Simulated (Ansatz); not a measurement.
**BP: density, localisation and related maps**

```
B P
1.0
     4.53800    0.00000    0.00000
     0.00000    4.53800    0.00000
     0.00000    0.00000    4.53800
B P
4 4
Direct
  0.00000 0.50000 0.50000
  0.50000 0.00000 0.50000
  0.50000 0.50000 0.00000
  0.00000 0.00000 0.00000
  0.75000 0.25000 0.25000
  0.25000 0.75000 0.25000
  0.25000 0.25000 0.75000
  0.75000 0.75000 0.75000
```

Space group F-43m.

Level of theory: DFT PBE, scalar-relativistic, plane waves, PAW in Ansatz.

The density is the valence pseudo-density of a PAW calculation; it isn't the true density close to the nuclei.

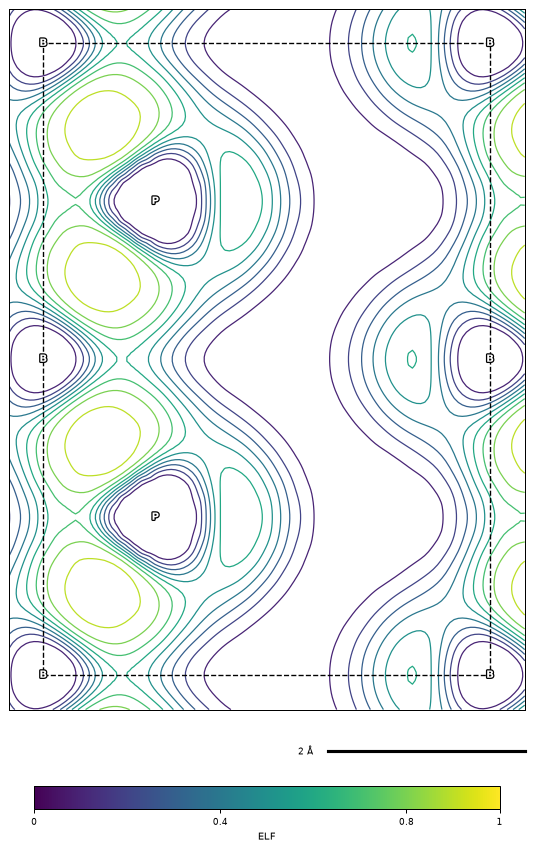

Figure 1. Electron localisation function on the (110) plane of the conventional cell.

### Describe what can be read from this map.

Atoms in the plane: B and P.
B–P (1.97 Å): the ELF peaks at about 0.95 between the atoms (a shared electron pair).

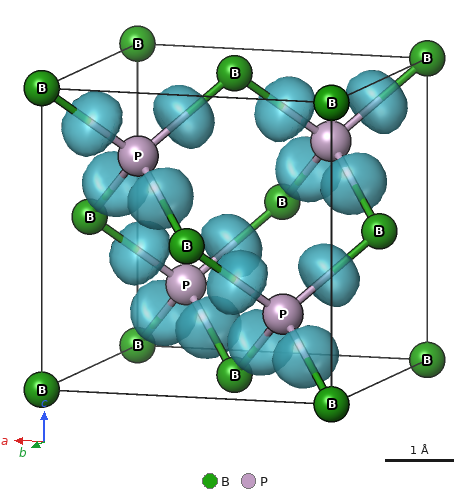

Figure 2. Isosurface of the ELF at 0.85 (cyan), seen at an oblique angle. Core shells and regions of very low density are left out. Sticks mark near contacts.

### Identify the bonds, lone pairs and shells in this picture.

At this value the surface marks out 16 regions between bonded B–P atoms (shared pairs), counted in one cell of 8 atoms. Regions shared between cells count once.

### Does the calculation give a band gap?

It is gapped, with a Kohn–Sham gap of 1.2 eV on the k-point mesh, an upper bound to the gap of this method.
